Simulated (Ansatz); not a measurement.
System: a (111) slab cut from SiC (F-43m), ended by Si above and C below, 10 atoms in the cell. Starting structure of the relaxation:

```
C Si
1.0
     3.09694    0.00000    0.00000
    -1.54847    2.68202    0.00000
     0.00000    0.00000   25.74671
C Si
5 5
Direct
  0.00000 0.00000 0.29130
  0.33333 0.66667 0.38951
  0.66667 0.33333 0.48772
  0.00000 0.00000 0.58594
  0.33333 0.66667 0.68415
  0.33333 0.66667 0.31585
  0.66667 0.33333 0.41406
  0.00000 0.00000 0.51228
  0.33333 0.66667 0.61049
  0.66667 0.33333 0.70870
```

Method: DFT PBE, scalar-relativistic, plane waves, PAW, no spin polarisation, 9×9×1 k mesh, 420 eV cutoff, Gaussian smearing of 0.05 eV (Ansatz).

What does the potential across the slab give for the work function?

The work function is 3.90 eV at the right face and 5.69 eV at the left. The vacuum level is 1.80 eV higher at the left than at the right, so the slab carries a dipole along its normal; the ramp in the vacuum, at or near the edge of the plot, is the dipole correction that keeps each side flat. The outermost atoms are 10.5 Å apart, which leaves 15.3 Å of vacuum in a cell 25.7 Å high.

The run may have settled in a state above the lowest, so this need not be the ground state.

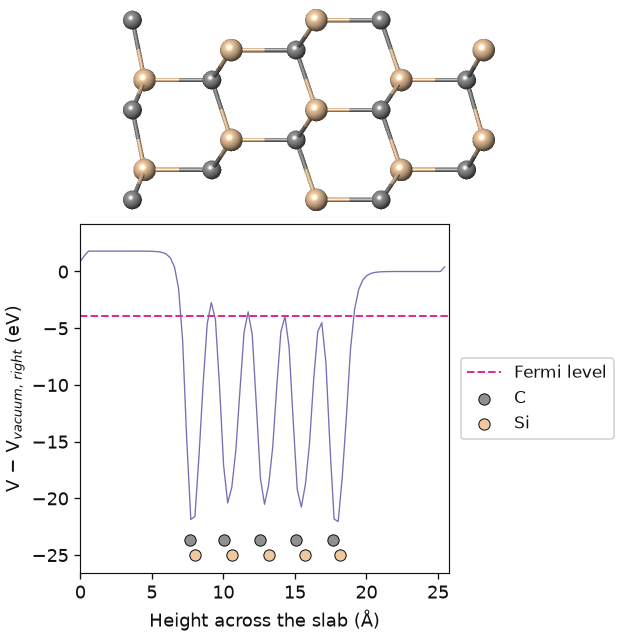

Plane-averaged electrostatic potential energy of an electron across the slab; circles at the bottom mark the heights of the atoms (positions after relaxation). The structure is drawn too.
